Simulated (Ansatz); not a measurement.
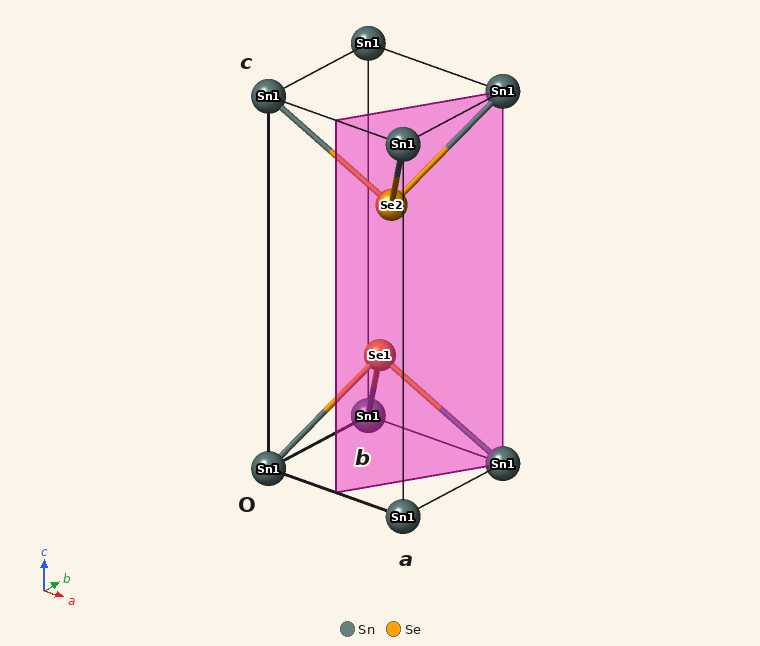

Crystal: SnSe2, the geometry relaxed at fixed volume with DFT PBE+D3(BJ), scalar-relativistic, plane waves, PAW (Ansatz 0.2.0). The shaded plane is a symmetry element of the crystal. The drawing is computed from the coordinates (standard cell, symmetry found to 0.002 Å).

a = 3.858 Å, b = 3.858 Å, c = 6.307 Å, α = 90.00°, β = 90.00°, γ = 120.00°.

| atom | x | y | z |
| --- | --- | --- | --- |
| Sn1 | 0.0000 | 0.0000 | 0.0000 |
| Se1 | 0.3333 | 0.6667 | 0.2529 |
| Se2 | 0.6667 | 0.3333 | 0.7471 |

Q: Is it a mirror or a glide plane, and what is the operation?

A: It is a mirror plane, parallel to (2 −1 0), through (0.700, 0.400, 1/2): x, y, z → −x+y+1, y, z.

Q: Onto which atom does it carry each atom (up to whole multiples of a, b and c)?

A: Sn1 → Sn1, Se1 → Se1, Se2 → Se2.

Q: What is the crystal's space group?

A: P-3m1, No. 164.
